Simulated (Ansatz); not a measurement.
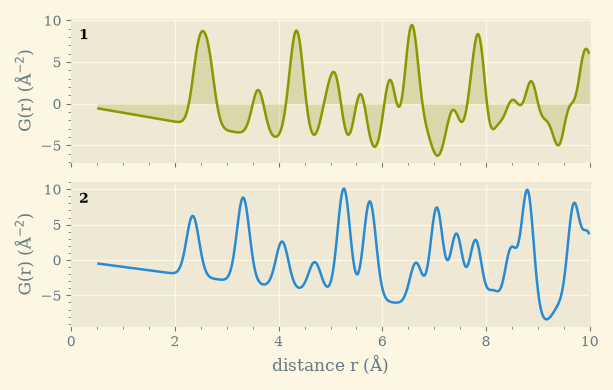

Computed X-ray G(r), with each pair weighted by the product of the atomic numbers (X-ray weights at Q = 0) and a uniform peak width σ = 0.12 Å. No termination ripples are included.

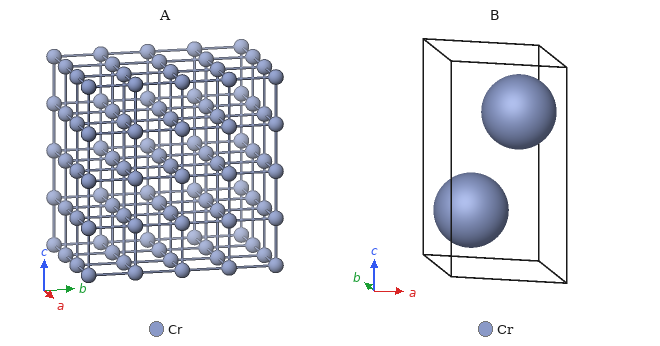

Candidate polymorphs:

A. Cr, a = 2.351 Å, b = 2.351 Å, c = 2.351 Å, α = 90.00°, β = 90.00°, γ = 90.00°, Pm-3m

B. Cr, a = 2.457 Å, b = 2.457 Å, c = 4.472 Å, α = 90.00°, β = 90.00°, γ = 120.00°, P6_3/mmc

Origins: A, coordinates from a relaxation with Ansatz, DFT, revPBE, plane waves (420 eV) with PAW, scalar-relativistic; the starting structure was generated, so it need not be a known form of this composition; B, the input geometry of an electronic-structure calculation (not necessarily at equilibrium); the starting structure was generated, so it need not be a known form of this composition.

Question: Which PDF belongs to which candidate?

Answer: curve 1 is B (Cr, first clear peaks at 2.54 Å (Cr–Cr) and 3.61 Å (Cr–Cr)); curve 2 is A (Cr, first clear peaks at 2.34 Å (Cr–Cr) and 3.32 Å (Cr–Cr)).
